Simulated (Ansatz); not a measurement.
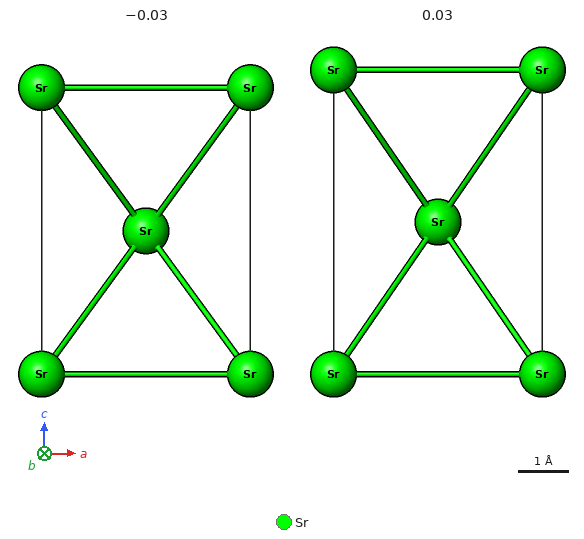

Solid Sr (set up in Fm-3m), under strain along c alone (the other axes held, atoms fixed by symmetry), with energies (extrapolated to zero smearing) counted from the relaxed crystal, which is the row at zero; the cubic crystal is set up in a tetragonal cell with a = a(cubic)/√2 and c = a(cubic). The picture shows the first and the last member. The picture is a ball-and-stick view of the cell of the calculation, seen along the b axis.

Computed with Ansatz 0.2.0: DFT PBEsol, scalar-relativistic, plane waves, PAW. Set-up: plane-wave cutoff 420 eV; k-point mesh 12 × 12 × 10; occupations gaussian; smearing width 0.1 eV; no spin polarisation.

| strain | energy (meV/atom) | a (Å) | c (Å) |
| --- | --- | --- | --- |
| −0.03 | 1.96 | 4.183 | 5.738 |
| −0.02 | 0.77 | 4.183 | 5.798 |
| −0.01 | 0.12 | 4.183 | 5.857 |
| 0.0 | 0.00 | 4.183 | 5.916 |
| 0.01 | ? | ? | ? |
| 0.02 | 1.30 | 4.183 | 6.034 |
| 0.03 | 2.69 | 4.183 | 6.093 |

### One row is withheld. What does the calculation give there?

A parabola through three neighbouring rows (0.0, 0.02, 0.03) gives, with Lagrange weights, (0.3333)(0.00) + (1.0000)(1.30) + (−0.3333)(2.69) = 0.40 meV/atom. The calculation gives 0.40 meV/atom (a = 4.183 Å, c = 5.975 Å). The estimate is right to the digits shown. From the first member to the last: Sr–Sr 4.121 → 4.246 Å.

The whole series:

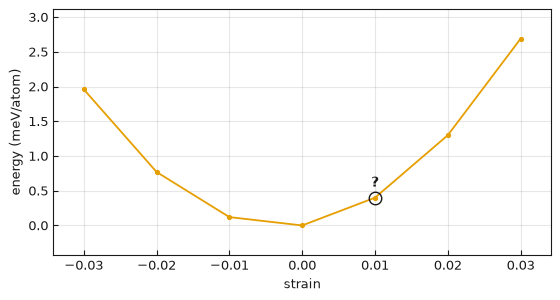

Each member starts from this one structure; whether another phase lies lower wasn't checked.
